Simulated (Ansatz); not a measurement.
Density-of-states calculation of AlGa3N4

- system: AlGa3N4 (disordered cell, 16 atoms in the cell)
- method: DFT PBEsol, scalar-relativistic, plane waves, PAW, no spin polarisation (Ansatz 0.2.0)

It belongs to a series of runs on one base structure; here: the last frame of the dynamics, relaxed. Figures and captions count atoms from 1; the log counts them from 0 in places.

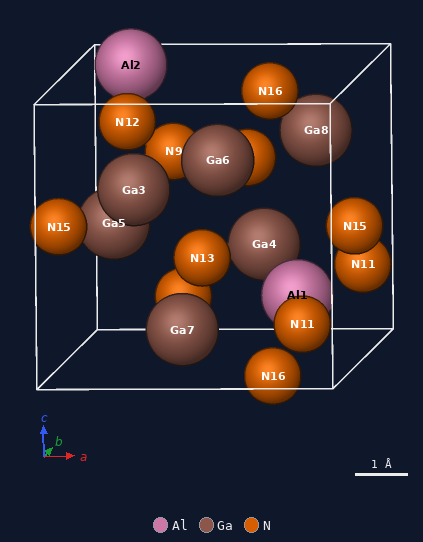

**Figure 1.** The structure as given in the input (spheres-only view of the cell of the calculation, seen slightly off an axis; atoms are numbered from 1 in the order of the input).

## Summary

```json
{"quantity": "outcome", "value": "converged"}
{"quantity": "electrons treated", "value": "124"}
{"quantity": "free energy", "value": "−26541.5596 eV"}
{"quantity": "Fermi energy", "value": "10.146 eV"}
{"quantity": "gap on the k-point mesh", "value": "1.24 eV"}
{"quantity": "pressure", "value": "0.00 GPa"}
{"quantity": "largest force (length of the vector)", "value": "0.042 eV/Å"}
{"quantity": "hardware", "value": "2 threads of AMD EPYC (Zen 3), 64 GiB of memory available, shared host"}
{"quantity": "wall time", "value": "30 s (CPU time 58 s)"}
{"quantity": "peak memory", "value": "0.7 GiB"}
```

## Input file
```yaml
crystal:
  lattice:
    - [5.864018, 0.066132, 0.12205]
    - [0.070226, 5.630513, -0.130186]
    - [0.12447, -0.133617, 5.731213]
  atoms:
    - { symbol: Al, position: [0.8223592133, 0.2949561023, 0.2655974339] }
    - { symbol: Al, position: [0.1424790049, 0.9032371741, 0.9490464691] }
    - { symbol: Ga, position: [0.253493434, 0.3915436298, 0.6186329946] }
    - { symbol: Ga, position: [0.5858789663, 0.9066415649, 0.3174659798] }
    - { symbol: Ga, position: [0.1019960142, 0.7912712289, 0.4168375124] }
    - { symbol: Ga, position: [0.5928216807, 0.124655804, 0.7760860136] }
    - { symbol: Ga, position: [0.4057560286, 0.4254955303, 0.1196410221] }
    - { symbol: Ga, position: [0.8210694202, 0.6335098534, 0.7739209807] }
    - { symbol: "N", position: [0.3160840258, 0.7429920721, 0.6784734653] }
    - { symbol: "N", position: [0.3421701108, 0.7563794447, 0.1671920199] }
    - { symbol: "N", position: [0.9045249069, 0.9726392038, 0.2324293662] }
    - { symbol: "N", position: [0.2714781344, 0.2086014962, 0.8952586862] }
    - { symbol: "N", position: [0.50962832, 0.2572772845, 0.4066947164] }
    - { symbol: "N", position: [0.5530247319, 0.8046973676, 0.643441869] }
    - { symbol: "N", position: [0.9801111061, 0.4776859581, 0.4712041646] }
    - { symbol: "N", position: [0.7195821151, 0.3763326716, 0.9662703872] }
basis:
  ecutwfc: 420
kpoints:
  mp_grid: { grid: [4, 4, 4] }
hamiltonian:
  xc: pbesol
scf:
  occupations: { method: gaussian, width: 0.02 }
  n_extra_bands: 8
output:
  forces: true
  stress: true
  eigenvalues: true
  populations: true
  dos:
    method: { smearing: { sigma: 0.1, scheme: gaussian } }
    projected: true
    de: 0.02
  write_density: true
  write_potential: true
  elf: true
  volumetric_format: npy
```

Command:
```bash
ansatz run input.yaml --threads 2 --pin off --max-ram 5120MiB --backend cpu --events-out ev --progress --plain --runs-dir out
```

## Log
```
scf.n_extra_bands = 8 over 62 filled bands (N_el = 124.0): the run solves 70 bands
Engine: ansatz 0.2.0, x86_64-unknown-linux-gnu
Pseudopotentials: kind: paw
Pseudopotential: Al, paw, valence charge 3, recommended cutoff 420 eV (normal), Al.paw.azcp
Pseudopotential: Ga, paw, valence charge 13, recommended cutoff 420 eV (normal), Ga.paw.azcp
Pseudopotential: N, paw, valence charge 5, recommended cutoff 420 eV (normal), N.paw.azcp
Functional definition: PBEsol
  exchange = pbesol_x
  correlation = pbesol_c
Crystal: 16 atoms, lattice volume = 189.014 Å³
Basis set: ecut = 420 eV, 3701 PW (Γ), exchange–correlation on 80×80×80 points (8 copies of the dense FFT grid, shifted against one another)
Bands: 70, of which v1, the nominal top of the filled ones, is band 62 counted from 1 (61 counted from 0)
Symmetry: 1 space group operations
Space group: P1 (ITA 1), of the structure as read, at distance tolerance 5.7e-5 Å
k-points: 36 of 64 (time reversal used)
Non-local potential: Al, projectors of the file, l = 0: 2, l = 1: 2, l = 2: 1
Non-local potential: Ga, projectors of the file, l = 0: 2, l = 1: 2, l = 2: 3, l = 3: 1
Non-local potential: N, projectors of the file, l = 0: 2, l = 1: 2, l = 2: 1
PAW form: soft (Blöchl's): semilocal exchange-correlation on the pseudo side does not see the compensation charge
PAW frozen core: Al, regenerated for the run's functional, and the local potential with it (the file was generated under x = pbe(κ = 0.804, μ = 0.2195149727645171), c = pbe(β = 0.06672455060314922))
PAW frozen core: Ga, regenerated for the run's functional, and the local potential with it (the file was generated under x = pbe(κ = 0.804, μ = 0.2195149727645171), c = pbe(β = 0.06672455060314922))
PAW frozen core: N, regenerated for the run's functional, and the local potential with it (the file was generated under x = pbe(κ = 0.804, μ = 0.2195149727645171), c = pbe(β = 0.06672455060314922))
PAW one-centre angular grid: Al, 110 points (default); XC on 64 Gauss nodes
PAW one-centre angular grid: Ga, 590 points (default); XC on 64 Gauss nodes
PAW one-centre angular grid: N, 110 points (default); XC on 64 Gauss nodes
Initial density: superposition of atomic densities (neutral atoms: chi_scale 0, normalization atom), corrected by the library's trained network
Initial wavefunctions: pseudopotential atomic-orbital guess
Functional: x = pbesol(κ = 0.804, μ = 0.12345679012345678), c = pbesol(β = 0.046)
SCF iter   1: F=—  HF=-26541.643898 eV  |F-HF|=—  |Δ(HF+E_count)|=         —  Δρ=1.29e-2  dr2=3.14e-1  ethr=1.77e-3  ⟨swp⟩=6.2  Hψ=10237  notcnv=0
preconditioner: auto → Resta (q_TF=auto, 2.543 Å⁻¹)  ε∞=5.5  [insulator: Δε(μ)=1.291 eV  Ē_g=14.146 eV  σ=0.020 eV  W_gap=1.00  n_scr=56 (ndim 8)  ℏωp=30.1 eV  f_vac=0.004  D(μ)=0.00/eV (n_scr^D=0)  ε∞_Penn≈5.5]
SCF iter   2: F=—  HF=-26541.562330 eV  |F-HF|=—  |Δ(HF+E_count)|=   8.16e-2  Δρ=2.98e-3  dr2=1.49e-2  ethr=2.53e-4  ⟨swp⟩=2.1  Hψ=4033  notcnv=0  defer=97
SCF iter   3: F=—  HF=-26541.560100 eV  |F-HF|=—  |Δ(HF+E_count)|=   2.23e-3  Δρ=1.41e-3  dr2=3.91e-3  ethr=1.20e-5  ⟨swp⟩=2.6  Hψ=4347  notcnv=0  defer=97
SCF iter   4: F=—  HF=-26541.559699 eV  |F-HF|=—  |Δ(HF+E_count)|=   4.01e-4  Δρ=5.80e-4  dr2=6.49e-4  ethr=3.16e-6  ⟨swp⟩=2.0  Hψ=4551  notcnv=0  defer=97
SCF iter   5: F=—  HF=-26541.559543 eV  |F-HF|=—  |Δ(HF+E_count)|=   1.55e-4  Δρ=1.65e-4  dr2=5.41e-5  ethr=5.23e-7  ⟨swp⟩=2.0  Hψ=4574  notcnv=0  defer=97
SCF iter   6: F=—  HF=-26541.559564 eV  |F-HF|=—  |Δ(HF+E_count)|=   2.09e-5  Δρ=5.09e-5  dr2=6.01e-6  ethr=4.37e-8  ⟨swp⟩=2.0  Hψ=4106  notcnv=0  defer=97
SCF iter   7: F=—  HF=-26541.559564 eV  |F-HF|=—  |Δ(HF+E_count)|=   5.07e-7  Δρ=2.50e-5  dr2=1.34e-6  ethr=4.85e-9  ⟨swp⟩=2.0  Hψ=4613  notcnv=0  defer=97
SCF iter   8: F=—  HF=-26541.559564 eV  |F-HF|=—  |Δ(HF+E_count)|=   4.51e-8  Δρ=7.59e-6  dr2=1.54e-7  ethr=1.08e-9  ⟨swp⟩=2.0  Hψ=4403  notcnv=0  defer=97
SCF iter   9: F=-26541.559564 eV  HF=-26541.559564 eV  |F-HF|=3.61e-8  |Δ(HF+E_count)|=   5.46e-8  Δρ=4.48e-6  dr2=4.39e-8  ethr=8.06e-11  ⟨swp⟩=14.0  Hψ=17947  notcnv=0
SCF 1 converged in 9 iterations: F = -26541.559564 eV  dr2 = 4.39e-8
  greatest PAW one-centre occupation: 0.996 electrons in one spin orbital (limit 2), on the Ga atom at site 4 (counted from 0), in its partial waves of l = 2
SCF converged after 9 iterations
Free energy (F): -26541.559564 eV
Harris-Foulkes:  -26541.559564 eV  (|F-HF|=3.61e-8)
Internal energy: -26541.559564 eV  (E = F + TS)
E sigma→0 (E₀):  -26541.559564 eV
Fermi energy:    10.146481 eV
--- Per-component energies (eV) ---
  E_band       = -144.221849
  E_kinetic    = 1791.280109
  E_local      = -14065.353679  (includes V_loc(G=0)·N_el)
  E_nonlocal   = 2960.038836
  E_hartree    = 6421.713984
  E_xc         = -965.623524
  E_vxc        = -1015.267111  (∫ρ·V_xc dr)
  E_paw        = -13604.151369  (= ΣΔE_a)
  E_vpaw       = -2658.341151  (= ΣTr[D̂ρ^β])
  E_aug_tail   = 0.000185  (compensation charges beyond the density's cutoff)
  E_ewald      = -9084.905042
  E_core_change = 5.440936  (= ΣΔE_core)
  E_smearing   = -0.000000  (= −TS)
  E_closure    = -0.000000  (closes the sum)
  Σ components = -26541.559564   (vs F -26541.559564, Δ=0.00e0)
--- Forces (eV/Å), atoms counted from 1 ---
  atom   1  Al     0.00981552    -0.01024264    -0.00742326
  atom   2  Al    -0.02572981    -0.01065359     0.00655898
  atom   3  Ga     0.00777999     0.00953371    -0.00084181
  atom   4  Ga     0.01455236    -0.00535767     0.00562793
  atom   5  Ga     0.00573160    -0.01535610    -0.00930742
  atom   6  Ga    -0.01935130     0.00787690    -0.00202058
  atom   7  Ga     0.00210604    -0.00532188    -0.00148452
  atom   8  Ga     0.02546916     0.00339105     0.01425381
  atom   9  N      0.02977530     0.00675671    -0.00258287
  atom  10  N     -0.01489474     0.00619651    -0.00309066
  atom  11  N     -0.00908076     0.02384833     0.03277297
  atom  12  N      0.01238849    -0.00014097    -0.00276634
  atom  13  N      0.00031942    -0.00540754    -0.00917088
  atom  14  N     -0.02415114    -0.00557752    -0.00239728
  atom  15  N     -0.00514858     0.01683561    -0.00999379
  atom  16  N     -0.00951364    -0.01634613    -0.00814238
  max |Σ_I F_I| component: 6.79e-5 eV/Å
--- Stress (GPa, compression-positive) ---
       -0.014942      -0.062217      -0.071783
       -0.062208      -0.005996       0.027361
       -0.071786       0.027364       0.029154
  P = ⅓ Tr σ = 0.0027 GPa (0.027 kbar)
--- Band table (eV; the first three rows and the last of 36) ---
  k-point 0: bands = ["-9.5061", "-7.2062", "-6.7183", "-6.6253", "-6.5007", "-6.3265", "-6.1523", "-5.6867", "-5.6466", "-5.5791", "-5.5036", "-5.4424", "-5.3393", "-5.2797", "-5.2392", "-5.2269", "-5.2058", "-5.1815", "-5.1696", "-5.1326", "-5.1168", "-5.1058", "-5.0582", "-5.0089", "-4.9442", "-4.9174", "-4.8465", "-4.7569", "-4.6429", "-4.5867", "-4.5790", "-4.5292", "-4.2098", "-3.9399", "-3.6794", "-3.6029", "-3.4895", "-2.1904", "1.2762", "1.6841", "2.0110", "2.3339", "2.5898", "3.0106", "3.6754", "4.0628", "4.3551", "4.8202", "5.0826", "5.3187", "5.4879", "5.8643", "5.9829", "6.3885", "6.6125", "6.9150", "6.9360", "7.7201", "7.8371", "8.0626", "8.4218", "8.9192", "11.0334", "11.8988", "12.6097", "12.8221", "13.9967", "14.0323", "14.3612", "14.6824"]
  k-point 1: bands = ["-9.4830", "-7.1776", "-6.7352", "-6.6692", "-6.4842", "-6.3149", "-6.1405", "-5.6986", "-5.6584", "-5.5789", "-5.5078", "-5.4499", "-5.3464", "-5.2794", "-5.2327", "-5.2211", "-5.1980", "-5.1902", "-5.1601", "-5.1393", "-5.1251", "-5.0907", "-5.0639", "-5.0153", "-4.9387", "-4.9124", "-4.8394", "-4.7594", "-4.6699", "-4.5934", "-4.5606", "-4.5354", "-4.2824", "-3.9528", "-3.7451", "-3.6121", "-3.3805", "-2.2323", "1.4227", "1.7242", "1.9464", "2.2311", "2.7941", "3.1041", "3.4737", "4.0105", "4.3027", "4.9376", "5.1949", "5.4207", "5.5668", "5.8074", "6.0697", "6.4109", "6.5462", "6.9225", "7.1466", "7.4479", "7.6807", "7.9641", "8.4128", "9.1473", "11.2528", "11.8454", "12.2996", "12.8893", "13.6320", "13.9132", "14.0332", "14.5076"]
  k-point 2: bands = ["-9.4594", "-7.1394", "-6.8032", "-6.6560", "-6.4858", "-6.3030", "-6.1243", "-5.7236", "-5.6635", "-5.5790", "-5.5049", "-5.4639", "-5.3516", "-5.2794", "-5.2346", "-5.2102", "-5.2047", "-5.1930", "-5.1533", "-5.1342", "-5.1260", "-5.0828", "-5.0674", "-5.0081", "-4.9540", "-4.9028", "-4.8294", "-4.7639", "-4.7085", "-4.5949", "-4.5500", "-4.5386", "-4.3343", "-3.9588", "-3.7505", "-3.6236", "-3.3429", "-2.2705", "1.3807", "1.8284", "2.0049", "2.2527", "2.8860", "3.1708", "3.2384", "4.3480", "4.5913", "4.7779", "5.0429", "5.3044", "5.4756", "5.6880", "6.1410", "6.2462", "6.6722", "7.0674", "7.2386", "7.3919", "7.6237", "8.0227", "8.4412", "9.3909", "11.3204", "11.6226", "12.2199", "12.4098", "13.2987", "14.0291", "14.1822", "14.5132"]
  k-point 35: bands = ["-9.4017", "-6.8193", "-6.7929", "-6.7252", "-6.4443", "-6.4312", "-6.2353", "-5.7057", "-5.6541", "-5.5744", "-5.5051", "-5.4731", "-5.3386", "-5.2684", "-5.2386", "-5.2297", "-5.1961", "-5.1907", "-5.1653", "-5.1303", "-5.0896", "-5.0830", "-5.0403", "-5.0376", "-4.9509", "-4.8759", "-4.8275", "-4.7331", "-4.6676", "-4.5714", "-4.5577", "-4.4977", "-4.4296", "-4.2598", "-4.1087", "-3.7596", "-3.4762", "-2.2638", "1.6816", "2.0970", "2.3744", "2.9035", "3.0319", "3.3167", "3.7355", "4.0271", "4.5232", "4.7348", "4.8453", "5.5200", "5.6556", "5.8248", "5.9857", "6.2550", "6.5902", "6.8461", "6.9369", "7.2861", "7.4046", "7.6599", "8.1218", "9.2599", "11.2765", "12.0530", "12.5753", "12.8930", "13.3101", "13.6106", "14.1066", "14.2141"]
--- Löwdin populations: 16 sites ---
  site symbol       q [e]
     0     Al      1.9017
     1     Al      2.0915
     2     Ga     12.2667
     3     Ga     12.2815
     4     Ga     12.3230
     5     Ga     12.2624
     6     Ga     12.2552
     7     Ga     12.6046
     8      N      5.4785
     9      N      5.7703
    10      N      5.8269
    11      N      5.7681
    12      N      5.7764
    13      N      5.3999
    14      N      5.8132
    15      N      5.7563
  spilling = 0.003417 (of n_electrons = 124.000000)
```

## File populations.tsv
```
# site	symbol	l	j	q
# orbitals = lowdin
# n_electrons = 124.000000
# spilling = 0.003417
0	Al	0_3S	-	0.570348
0	Al	1_3P	-	1.331379
1	Al	0_3S	-	0.618876
1	Al	1_3P	-	1.472619
2	Ga	0_4S	-	0.827355
2	Ga	1_4P	-	1.461976
2	Ga	2_3D	-	9.977417
3	Ga	0_4S	-	0.851087
3	Ga	1_4P	-	1.454011
3	Ga	2_3D	-	9.976417
4	Ga	0_4S	-	0.840730
4	Ga	1_4P	-	1.505815
4	Ga	2_3D	-	9.976495
5	Ga	0_4S	-	0.912395
5	Ga	1_4P	-	1.372623
5	Ga	2_3D	-	9.977394
6	Ga	0_4S	-	0.831398
6	Ga	1_4P	-	1.446356
6	Ga	2_3D	-	9.977460
7	Ga	0_4S	-	1.027032
7	Ga	1_4P	-	1.598402
7	Ga	2_3D	-	9.979166
8	N	0_2S	-	1.434632
8	N	1_2P	-	4.043845
9	N	0_2S	-	1.409540
9	N	1_2P	-	4.360711
10	N	0_2S	-	1.451919
10	N	1_2P	-	4.374965
11	N	0_2S	-	1.432024
11	N	1_2P	-	4.336062
12	N	0_2S	-	1.459029
12	N	1_2P	-	4.317385
13	N	0_2S	-	1.392842
13	N	1_2P	-	4.007079
14	N	0_2S	-	1.430879
14	N	1_2P	-	4.382332
15	N	0_2S	-	1.431938
15	N	1_2P	-	4.324353
```

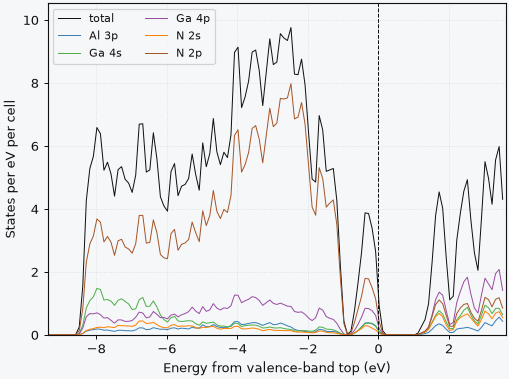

**Figure 2.** Density of states (projected on Löwdin-orthogonalised atomic shells), with energies from the valence-band top. There is a gap of 1.24 eV on the k-point mesh.

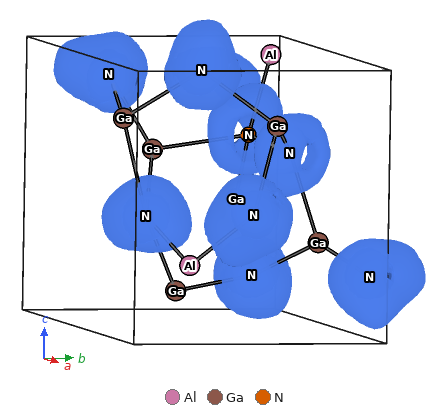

**Figure 3.** Isosurface of the electron localisation function at 0.75 (blue), seen slightly off an axis. Core shells and regions of very low density are left out. Sticks mark near contacts. The outline is the calculation cell. Profiles from the grid: N–N (1.45 Å): the ELF peaks at about 0.85 between the atoms, as expected for localised, shared-pair bonding. The fields are those of the smooth PAW valence density.

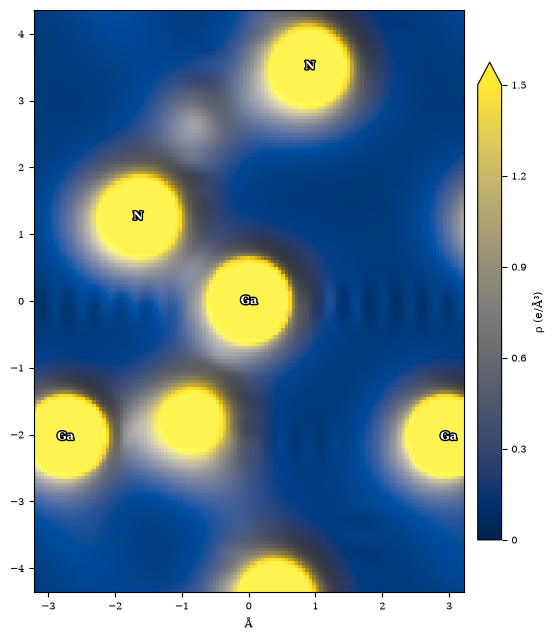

**Figure 4.** Valence electron density on the (110) plane of the calculation cell. Atoms in the plane: Ga and N. Away from the nuclei the density in this plane falls to 0.01 e/Å³ at its lowest.
